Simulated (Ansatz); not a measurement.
Cu5O6 (slab)

```cif
data_structure
_symmetry_space_group_name_H-M 'P 1'
_symmetry_Int_Tables_number 1
_cell_length_a 2.8941
_cell_length_b 2.8941
_cell_length_c 27.7301
_cell_angle_alpha 90.000
_cell_angle_beta 90.000
_cell_angle_gamma 89.769
_cell_volume 232.26
loop_
_atom_site_label
_atom_site_type_symbol
_atom_site_fract_x
_atom_site_fract_y
_atom_site_fract_z
_atom_site_occupancy
O1 O 0.50004 0.50023 0.27693 1
Cu1 Cu 0.50017 0.00023 0.31673 1
O2 O 0.50027 0.50023 0.36250 1
Cu2 Cu 0.00028 0.50028 0.40822 1
O3 O 0.50028 0.50035 0.45407 1
Cu3 Cu 0.50035 0.00035 0.50000 1
O4 O 0.50041 0.50035 0.54593 1
Cu4 Cu 0.00042 0.50042 0.59178 1
O5 O 0.50042 0.50047 0.63750 1
Cu5 Cu 0.50052 0.00047 0.68327 1
O6 O 0.50066 0.50047 0.72307 1
```

Computed without spin polarisation.

Level of theory: DFT PBEsol, scalar-relativistic, plane waves, PAW (Ansatz).

The density is the valence pseudo-density of a PAW calculation; it isn't the true density close to the nuclei.

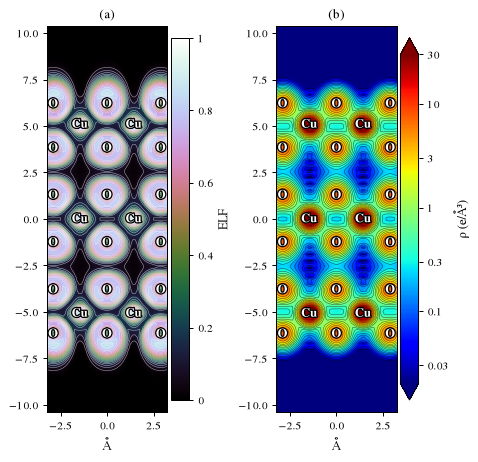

Figure 1. (a) ELF; (b) valence pseudo-density on the (100) plane of the calculation cell, a cut from vacuum to vacuum.

### Read the bonding off the picture.

Atoms in the plane: O and Cu.
Cu–O (1.82 Å): ρ is about 0.94 e/Å³ halfway; the ELF peaks at about 0.80 in the valence shell of O, 0.6 Å from its nucleus, and is about 0.30 at the midpoint.
Cu–O (1.92 Å): the density is about 0.69 e/Å³ at the midpoint; the ELF peaks at about 0.85 in the valence shell of O, 0.6 Å from its nucleus, and is about 0.25 at the midpoint; no shared electron pair shows on this line.
The density dies away to nearly zero in the vacuum.
The features right at Cu lie inside the PAW spheres, where the map follows smoothed inner orbitals and isn't to be read closely.

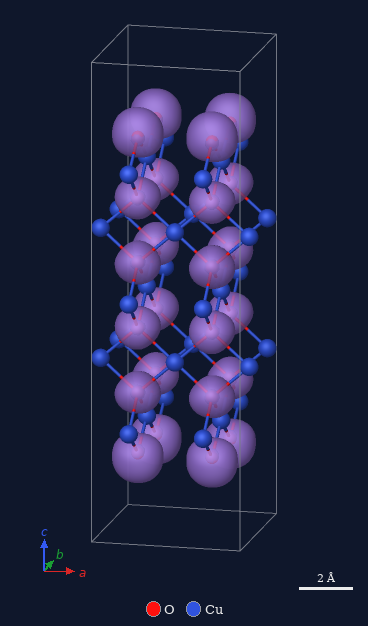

Figure 2. Isosurface of the electron localisation function at 0.6 (purple), seen slightly off an axis. Core shells and regions of very low density are left out. Sticks mark near contacts.

### Where are the electrons localised?

At this value the surface marks out six regions wrapped around O (the valence shell of each), counted in one cell of 11 atoms. Counts are for one cell; the picture repeats the cell along the surface.

### Metal or insulator at this level of theory?

It is gapless in this calculation (a metal or semimetal).
